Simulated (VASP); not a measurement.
# ZnO (zincite) with PBE: from relaxation to properties, part 2 of 2

Aim: relax ZnO (zincite) with PBE, compute its properties on that cell and hold them against experiment. The start is a cell from a database of measured crystal structures.

VASP 6.6.1, plane waves and PAW; the level of theory is named at each step.

So far, gap on the k-mesh (eV): 0.717 in steps 2, 3, 6, 7 and 8. The relaxed cell has a = 3.289, c = 5.302 Å (conventional setting).

### Step 9. Core levels (PBE)

Core levels shift with the potential at each site, so they tell like atoms on unlike sites apart.

Contents of INCAR:

```
SYSTEM = ZnO
PREC = Accurate
ENCUT = 520
EDIFF = 1E-06
NELM = 100
ISMEAR = 0
SIGMA = 0.05
LREAL = .FALSE.
ALGO = Normal
GGA = PE
NBANDS = 24
LORBIT = 11
LWAVE = .FALSE.
LCHARG = .FALSE.
KPAR = 4
ICORELEVEL = 1
```

Contents of POSCAR:

```
ZnO
1.0
    3.2885064752      0.0000000000      0.0000000000
   -1.6442532376      2.8479301480      0.0000000000
    0.0000000000      0.0000000000      5.3018776255
Zn O
2 2
Direct
    0.3333333333      0.6666666667      0.4996979181
    0.6666666667      0.3333333333      0.9996979181
    0.6666666667      0.3333333333      0.3793120819
    0.3333333333      0.6666666667      0.8793120819
```

Contents of KPOINTS:

```
Automatic mesh
0
Gamma
8 8 4
0 0 0
```

Potentials, in the order of the species: Zn and O (PBE family, release 64).

The run is started by

```console
> mpirun -np 4 vasp_std
```

Elapsed: 19 s, on 4 MPI ranks of AMD EPYC 7R43, shared host; peak memory 0.57 GiB; 71 s of CPU time.

These are scalar-relativistic Kohn-Sham levels of the ground state, with no core hole, so they are not binding energies.

This step gave:

| Item | Value |
| --- | --- |
| SCF cycles | 15 |
| bands | 24 |
| irreducible k-points | 30 |
| Fermi energy | 1.127 eV |
| pressure | 0.03717 GPa |
| gap on the k-mesh | 0.7169 eV |
| least direct gap on the k-mesh | 0.7169 eV |

Kohn-Sham core levels. Core levels, by row:

| atom | shell | level below the valence-band top (eV) |
| --- | --- | --- |
| Zn1 | 1s | 9518 |
| Zn1 | 2s | 1152 |
| Zn1 | 2p | 997.4 |
| Zn1 | 3s | 123.3 |
| Zn1 | 3p | 77.54 |
| Zn2 | 1s | 9518 |
| Zn2 | 2s | 1152 |
| Zn2 | 2p | 997.4 |
| Zn2 | 3s | 123.3 |
| Zn2 | 3p | 77.54 |
| O3 | 1s | 504.8 |
| O4 | 1s | 504.8 |

Atoms of one element give levels within 0.1 eV of each other.

### Step 10. A semilocal run for the hybrid's start

A hybrid converges badly from random orbitals, so a cheap semilocal run writes a WAVECAR on the same mesh first.

Contents of INCAR:

```
SYSTEM = ZnO
PREC = Accurate
ENCUT = 520
EDIFF = 1E-05
NELM = 100
ISMEAR = 0
SIGMA = 0.05
LREAL = .FALSE.
ALGO = Normal
GGA = PE
NBANDS = 24
LORBIT = 11
LWAVE = .TRUE.
LCHARG = .FALSE.
KPAR = 4
```

POSCAR is that of step 9.

Contents of KPOINTS:

```
Automatic mesh
0
Gamma
5 5 3
0 0 0
```

The run is started by

```console
> mpirun -np 4 vasp_std
```

Run time: 9.2 s. Hardware: 4 MPI ranks; peak memory 0.51 GiB.

This step gave:

```yaml
scf_cycles: 14
irreducible_k_points: 10
free_energy_toten: -17.85 eV
fermi_energy: 1.130 eV
pressure: -0.1487 GPa
gap_on_the_k_mesh: 0.7135 eV
least_direct_gap_on_the_k_mesh: 0.7135 eV
```

The run ends at a pressure of -0.15 GPa, with forces up to 0.0088 eV/Å.

### Step 11. Bands along the symmetry lines (HSE06)

This step: HSE06; plane waves and PAW (Zn, O) (VASP 6.6.1).

HSE06 mixes in a quarter of exact exchange at short range, at far higher cost; in semiconductors this cures much of the gap error, while metals seldom gain.

Contents of INCAR:

```
SYSTEM = ZnO
PREC = Accurate
ENCUT = 520
EDIFF = 1E-06
NELM = 100
ISMEAR = 0
SIGMA = 0.05
LREAL = .FALSE.
ALGO = Normal
LHFCALC = .TRUE.
AEXX = 0.25
GGA = PE
HFSCREEN = 0.2
LASPH = .TRUE.
NBANDS = 24
PRECFOCK = Fast
LORBIT = 11
LWAVE = .FALSE.
LCHARG = .FALSE.
KPAR = 4
```

POSCAR is that of step 10.

KPOINTS is that of step 10.

Contents of KPOINTS_OPT:

```
Line mode
6
Line-mode
Reciprocal
  0.00000000   0.00000000   0.00000000 GAMMA
  0.50000000   0.00000000   0.00000000 M

  0.50000000   0.00000000   0.00000000 M
  0.33333333   0.33333333   0.00000000 K

  0.33333333   0.33333333   0.00000000 K
  0.00000000   0.00000000   0.00000000 GAMMA

  0.00000000   0.00000000   0.00000000 GAMMA
  0.00000000   0.00000000   0.50000000 A

  0.00000000   0.00000000   0.50000000 A
  0.50000000   0.00000000   0.50000000 L

  0.50000000   0.00000000   0.50000000 L
  0.33333333   0.33333333   0.50000000 H

  0.33333333   0.33333333   0.50000000 H
  0.00000000   0.00000000   0.50000000 A

  0.50000000   0.00000000   0.50000000 L
  0.50000000   0.00000000   0.00000000 M

  0.33333333   0.33333333   0.00000000 K
  0.33333333   0.33333333   0.50000000 H
```

The run starts from files that an earlier step left in the folder.

The run is started by

```console
> mpirun -np 4 vasp_std
```

It took 32 min on 4 MPI ranks; peak memory 1.1 GiB.

The PAW data sets were made with PBE, which is usual practice but a small mismatch for other functionals.

This step gave:

```
SCF cycles                        : 10
free energy (TOTEN)               : -22.74 eV
Fermi energy                      : -0.1109 eV
least gap on mesh and path        : 2.397 eV
least direct gap on mesh and path : 2.398 eV
```

Electronic bands along the path, in eV, zero at the valence-band top; v1 is the highest filled band, c1 the lowest empty one:

| point | v4 | v3 | v2 | v1 | c1 | c2 | c3 |
| --- | --- | --- | --- | --- | --- | --- | --- |
| Γ | -0.80 | -0.06 | 0.00 | 0.00 | 2.40 | 7.04 | 10.11 |
| M | -2.90 | -2.23 | -1.32 | -0.83 | 7.59 | 8.61 | 9.32 |
| K | -3.75 | -1.98 | -1.98 | -1.77 | 9.37 | 9.64 | 9.64 |
| Γ | -0.80 | -0.06 | 0.00 | 0.00 | 2.40 | 7.04 | 10.11 |
| A | -0.39 | -0.39 | -0.39 | -0.39 | 5.11 | 5.11 | 11.97 |
| L | -1.50 | -1.50 | -1.38 | -1.38 | 7.44 | 7.44 | 10.43 |
| H | -2.80 | -2.80 | -1.21 | -1.21 | 9.77 | 9.77 | 9.81 |
| A | -0.39 | -0.39 | -0.39 | -0.39 | 5.11 | 5.11 | 11.97 |
| jump to L | -1.50 | -1.50 | -1.38 | -1.38 | 7.44 | 7.44 | 10.43 |
| M | -2.90 | -2.23 | -1.32 | -0.83 | 7.59 | 8.61 | 9.32 |
| jump to K | -3.75 | -1.98 | -1.98 | -1.77 | 9.37 | 9.64 | 9.64 |
| H | -2.80 | -2.80 | -1.21 | -1.21 | 9.77 | 9.77 | 9.81 |

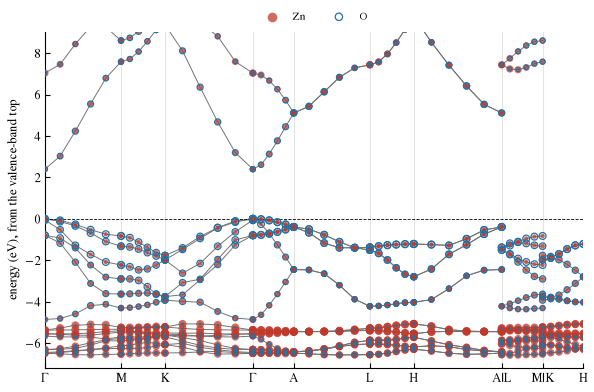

Electronic bands along the path; dots are coloured as in the legend, and their area grows with the weight.

The gap moves by +1.68 eV against PBE, which ran on another mesh.

### Step 12. Bands along the symmetry lines (TB-mBJ)

This step: TB-mBJ; plane waves and PAW (Zn, O) (VASP 6.6.1).

Levels along the symmetry lines show where the bands peak and cross; KPOINTS_OPT computes them in the converged potential. TB-mBJ is a local potential fitted to gaps: it costs far less than a hybrid but gives no energy.

Contents of INCAR:

```
SYSTEM = ZnO
PREC = Accurate
ENCUT = 520
EDIFF = 1E-06
NELM = 150
ISMEAR = 0
SIGMA = 0.05
LREAL = .FALSE.
ALGO = Normal
METAGGA = MBJ
LASPH = .TRUE.
NBANDS = 32
LORBIT = 11
LWAVE = .FALSE.
LCHARG = .FALSE.
KPAR = 4
```

POSCAR is that of step 11.

Contents of KPOINTS:

```
Automatic mesh
0
Gamma
8 8 4
0 0 0
```

Changes to KPOINTS_OPT since step 11:

```diff
@@ -1,3 +1,3 @@
 Line mode
-6
+16
 Line-mode
```

The run is started by

```console
> mpirun -np 4 vasp_std
```

Wall time 1.8 min (4 MPI ranks); peak memory 0.74 GiB; 7.1 min of CPU time.

This functional is a potential without an energy, so its energies, forces and stress mean nothing and are not read.

This step gave:

| Quantity | Value |
| --- | --- |
| SCF cycles | 48 |
| bands | 32 |
| irreducible k-points | 30 |
| Fermi energy | 2.560 eV |
| least gap on mesh and path | 2.532 eV |
| least direct gap on mesh and path | 2.532 eV |

Electronic bands along the path, in eV, zero at the valence-band top; v1 is the highest filled band, c1 the lowest empty one:

| point | v4 | v3 | v2 | v1 | c1 | c2 | c3 |
| --- | --- | --- | --- | --- | --- | --- | --- |
| Γ | -0.67 | -0.09 | 0.00 | 0.00 | 2.53 | 7.10 | 9.75 |
| M | -2.31 | -1.91 | -1.01 | -0.72 | 7.42 | 8.49 | 9.30 |
| K | -2.95 | -1.56 | -1.56 | -1.39 | 9.34 | 9.34 | 9.46 |
| Γ | -0.67 | -0.09 | 0.00 | 0.00 | 2.53 | 7.10 | 9.75 |
| A | -0.33 | -0.33 | -0.33 | -0.33 | 4.93 | 4.93 | 11.90 |
| L | -1.27 | -1.27 | -1.17 | -1.17 | 7.48 | 7.48 | 10.09 |
| H | -2.15 | -2.15 | -1.08 | -1.08 | 9.61 | 9.61 | 9.70 |
| A | -0.33 | -0.33 | -0.33 | -0.33 | 4.93 | 4.93 | 11.90 |
| jump to L | -1.27 | -1.27 | -1.17 | -1.17 | 7.48 | 7.48 | 10.09 |
| M | -2.31 | -1.91 | -1.01 | -0.72 | 7.42 | 8.49 | 9.30 |
| jump to K | -2.95 | -1.56 | -1.56 | -1.39 | 9.34 | 9.34 | 9.46 |
| H | -2.15 | -2.15 | -1.08 | -1.08 | 9.61 | 9.61 | 9.70 |

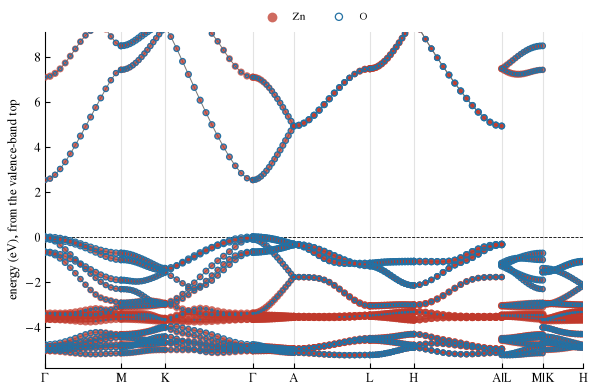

Electronic bands along the path; dots are coloured as in the legend, and their area grows with the weight.

The gap moves by +1.82 eV against PBE.

### Step 13. What came out

```json
{"relaxed volume": "12.41 Å³/atom", "relaxed conventional cell a, b, c": "3.289, 3.289, 5.302 Å; angles 90.0, 90.0, 120.0°", "space group after relaxing, within 0.02 Å": "P6_3mc (No. 186)", "band gap": "0.717 eV, direct", "gap among the points of the DOS mesh alone, an upper bound": "0.717 eV", "highest zone-centre mode": "509 cm⁻¹", "strongest peak of ε2, mean over directions": "10.3 eV", "shallowest level of the frozen cores": "Zn1 3p, 77.5 eV deep", "band gap (HSE06)": "2.40 eV, direct", "band gap (TB-mBJ)": "2.53 eV, direct"}
```

What this shows: With PBE, ZnO (zincite) relaxes to 12.41 Å³/atom in space group P6_3mc (held by the symmetry of the run) and has a direct gap of 0.717 eV (2.40 eV with HSE06). Against the listed cell the volume lies +4.3 % (a +1.2 %, c +1.8 %). Zone-centre phonons (PBE): Mean Born effective charge: Zn1 2.19, O3 -2.19 e. Zone-centre phonons (PBE): The highest mode in this list at Γ, 509.2 cm⁻¹, is mostly motion of O (99 % of the kinetic energy). Bands along the symmetry lines (HSE06): On this path the gap is direct, 2.40 eV, with the valence top at Γ and the conduction bottom at Γ. Bands along the symmetry lines (TB-mBJ): The path shows a direct gap of 2.53 eV (valence top at Γ, conduction bottom at Γ). The other levels ran on the cell relaxed with PBE, and without spin-orbit coupling unless named. The gaps belong to a cell whose volume lies +4.3 % from the listed one, and gaps move with volume, which bears on their distance from experiment. Semilocal functionals usually underestimate gaps. Modes at Γ alone can't show that the crystal is stable at other wave vectors, and the LO-TO splitting is not included. No search among competing phases was made, and a listed structure need not be the one stable at ambient conditions. All values are for a static lattice at zero temperature.

Calculation against experiment:

| quantity | measured | PBE | HSE06 | TB-mBJ |
| --- | --- | --- | --- | --- |
| lattice constant a (Å) | 3.24945 | 3.289 (+1.2 %) | - | - |
| lattice constant c (Å) | 5.20574 | 5.302 (+1.8 %) | - | - |
| band gap (least gap) (eV) | 3.38 | 0.72 (-2.66 eV) | 2.40 (-0.98 eV) | 2.53 (-0.85 eV) |
| Raman mode, E2(low) (cm⁻¹) | 95 | 93 (-1.9 %) | - | - |
| Raman mode, A1(TO) (cm⁻¹) | 374 | 351 (-6.3 %) | - | - |
| Raman mode, E2(high) (cm⁻¹) | 434.6 | 404 (-7.0 %) | - | - |

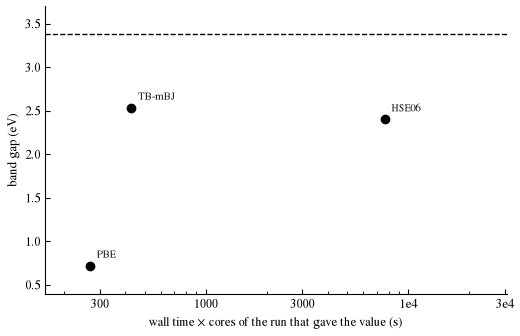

The band gap by level, against the cost of each run; the dashed line is the measured value.

Measured values from arxiv:0808.0492 (2008), pmc:10652265 (2023) and pmc:6864518 (2019).

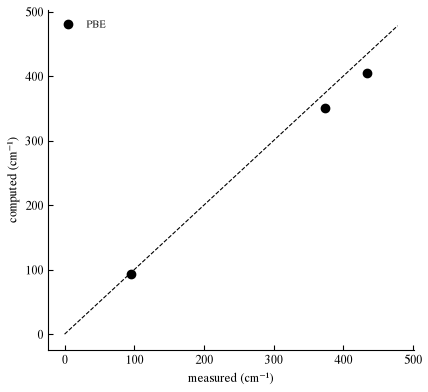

Computed against measured frequencies; the dashed line marks agreement.

Verdict: Measured modes were matched to the nearest mode of that symmetry; at PBE, 3 of them have a partner, and the computed frequencies miss them by 5.1 % on average (mean signed -5.1 %), which is fair agreement. The lattice constant a is off by +1.2 %: fair agreement. The lattice constant c is off by +1.8 %: fair agreement. For the band gap, of the levels listed nearest comes TB-mBJ (-0.85 eV, a clear miss) and farthest PBE (-2.66 eV, a clear miss). Zero-point and thermal motion shift the measured gap. The grades are ours: good and fair within 0.7 and 1.5 % for the lattice constant a, 0.8 and 2 % for the lattice constant c and 3 and 7 % for the Raman mode. Zero-point motion and thermal expansion (measured at up to 300 K) are not in the computed lattice constants and Raman mode. As a rule both would widen the computed cell, so the excess over experiment is if anything larger than shown.

[Lines on the potential files, build, host, timing and source positions are cut from VASP's logs without a mark.]

[Logs are printed without paths, hosts, clocks, repeated set-up lines and the standing remarks that a program may print on its own settings, such as how far it seeks lower states.]

[Hosts, paths, dates, database ids (printed as entryN), source tags and the programs' standing remarks are cut or masked in the printed files.]

[A measured line is paired with the nearest computed mode of its activity, which favours agreement.]
